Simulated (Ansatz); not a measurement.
Input structure:

```
K
1.0
     4.70839    4.70821    0.00000
    -4.70839    4.70821    0.00000
     0.00000    0.00000    6.64027
K
4
Direct
  0.00000 0.50000 0.00000
  0.00000 0.00000 0.50000
  0.50000 0.00000 0.00000
  0.50000 0.50000 0.50000
```

Q: Characterise the structure given above.

A: The element is potassium. Strictly the space group is I4/mmm (No. 139, within 0.01 Å). It is a distorted form of a face-centred cubic structure, space group Fm-3m (No. 225) within 0.25 Å: face-centred cubic (Cu type). The cell holds four atoms.

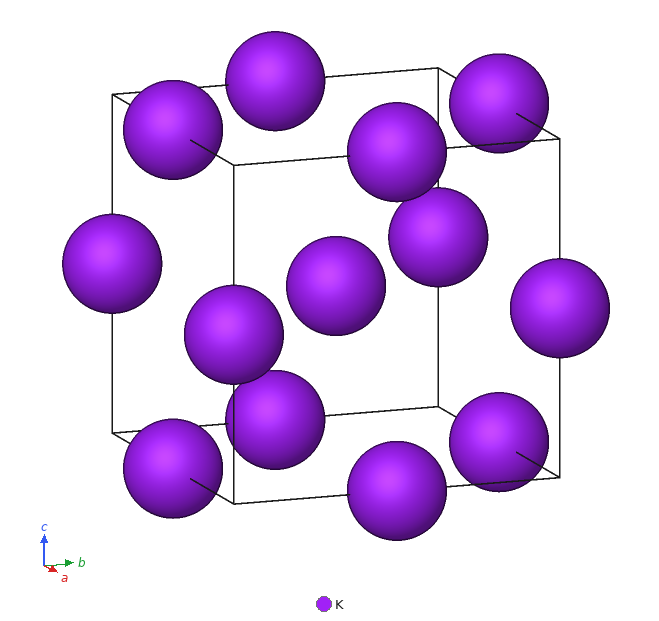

The image is a spheres-only drawing of a crystal, viewed slightly off an axis. The edges of the drawn cell (a repeat of the simulation cell) are marked.

It derives from a structure listed in the Materials Project, with elements exchanged, so it need not be a known form of the compound. Relaxation method: DFT PBE, scalar-relativistic, plane waves, PAW in Ansatz.
